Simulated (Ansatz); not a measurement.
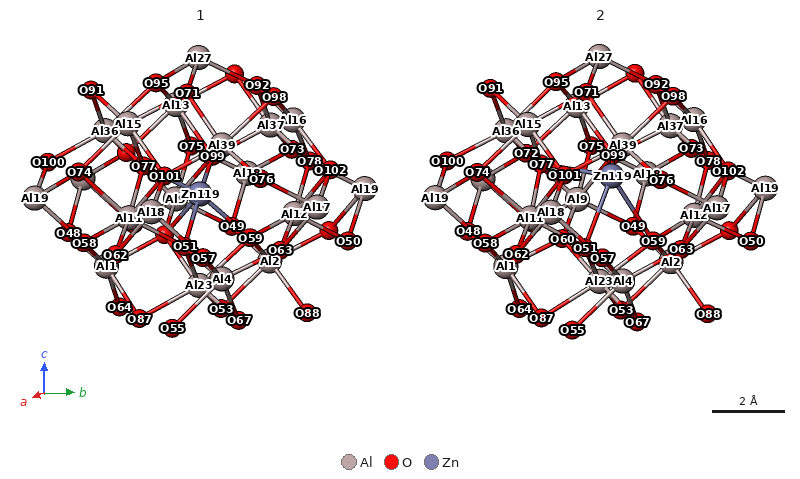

Two geometries of a defect cell of composition Al$_{47}$O$_{71}$Zn (cell charge −1), drawn at one scale. One is the start of a relaxation, the other its converged end. The picture is a ball-and-stick view of the atoms within 5.0 Å of the atom that moves most (axes of the cell of the calculation (origin shifted)), seen slightly off an axis.

Theory: DFT, PBEsol, PAW, plane waves (Ansatz 0.2.0). Settings: plane-wave cutoff 420 eV; k-point mesh 1 × 1 × 1; mesh shifted by (0.25, 0.25, 0.25); collinear spin; atoms relaxed in a fixed cell; force threshold 0.03 eV/Å; at most 80 steps.

Question: Which one is relaxed?

Answer: Structure 2 is the relaxed one. The Zn atom moves most: 0.73 Å along [1 1 1]. By element the largest moves are Zn 0.73 Å, O 0.13 Å, Al 0.13 Å. The cell stays as it was. Some distances before and after: O–Zn 1.959 → 2.802 Å, O–Zn 1.949 → 2.351 Å, O–Zn 1.963 → 2.322 Å, O–Zn 1.874 → 2.057 Å. Bonds break: O–Zn (1.96 → 2.80 Å). Bond angles that change, for instance: O–Zn–O 165.1° → 128.1°, O–Zn–O 166.1° → 131.3°, Al–O–Zn 132.3° → 112.4°. The energy falls by 3.871 eV per cell of the calculation in 9 geometry steps. The largest force component goes from 3.1 to 0.018 eV/Å. The program noted that the starting moments weren't kept.

Limits of the set-up: the cell is charged, on a uniform background, and energies carry no finite-size correction.
